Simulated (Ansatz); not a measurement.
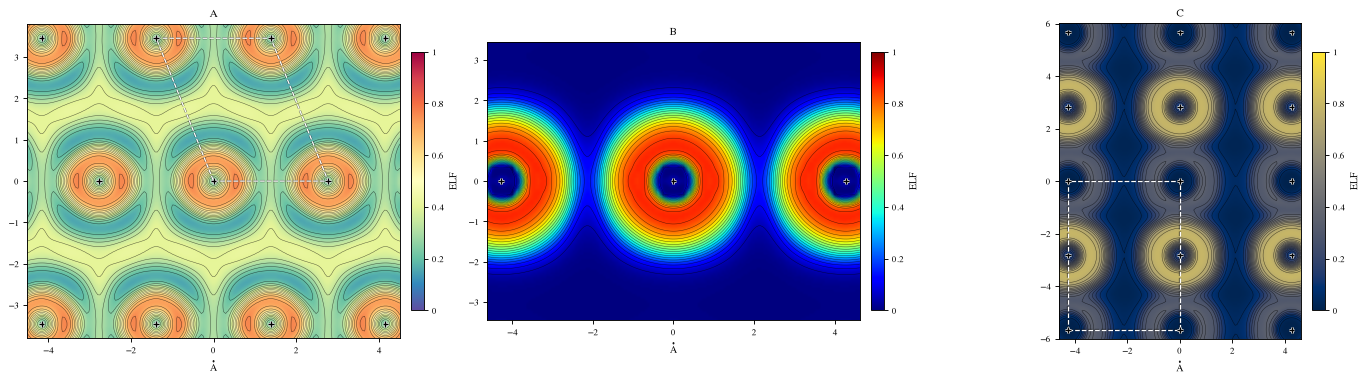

The ELF of 3 systems, each on a plane through atoms (crosses mark nuclei in the plane).

Theory: Ansatz 0.2.0, DFT r2SCAN, scalar-relativistic, plane waves, PAW.

System 1: P, the (101̄) plane of the conventional cell. Space group P4/mmm; changed on purpose from its base cell (strain +0.000 along x and y, +0.030 along z, atoms carried along); computed pressure about −4 GPa in this cell; computed without spin polarisation.

```cif
data_structure
_symmetry_space_group_name_H-M 'P 1'
_symmetry_Int_Tables_number 1
_cell_length_a 4.2729
_cell_length_b 4.2729
_cell_length_c 4.5093
_cell_angle_alpha 90.000
_cell_angle_beta 90.000
_cell_angle_gamma 90.000
_cell_volume 82.33
loop_
_atom_site_label
_atom_site_type_symbol
_atom_site_fract_x
_atom_site_fract_y
_atom_site_fract_z
_atom_site_occupancy
P1 P 0.00000 0.00000 0.00000 1
```

System 2: SnSe, the (100) plane of the conventional cell. Space group I4/mmm; changed on purpose from its base cell (strain -0.0600 x Voigt [1, 0, 0, 0, 0, 0], atoms carried along); computed pressure about 4 GPa in this cell.

```
Sn Se
1.0
     0.00000   -3.01000   -3.01000
     0.00000    3.01000   -3.01000
     5.65880    0.00000    0.00000
Sn Se
2 2
Direct
  0.50000 0.50000 0.50000
  0.00000 0.00000 0.00000
  0.50000 0.50000 0.00000
  0.00000 0.00000 0.50000
```

System 3: Mo, the (101) plane of the conventional cell. Space group P6/mmm; a structure from a database of computed crystals, not necessarily the ambient phase; computed without spin polarisation.

Which map belongs to which system?

Answer. Panel A is system 3, Mo: the plane holds Mo. Mo–Mo (2.77 Å): the ELF is about 0.30 at the midpoint. Panel B is system 1, P: the plane holds P. P–P (4.27 Å): the ELF is about 0.15 at the midpoint: no localised pair shows between them. Panel C is system 2, SnSe: the plane holds Sn and Se. Sn–Se (2.83 Å): the ELF is about 0.45 at the midpoint and 0.30 at its lowest between the atoms.
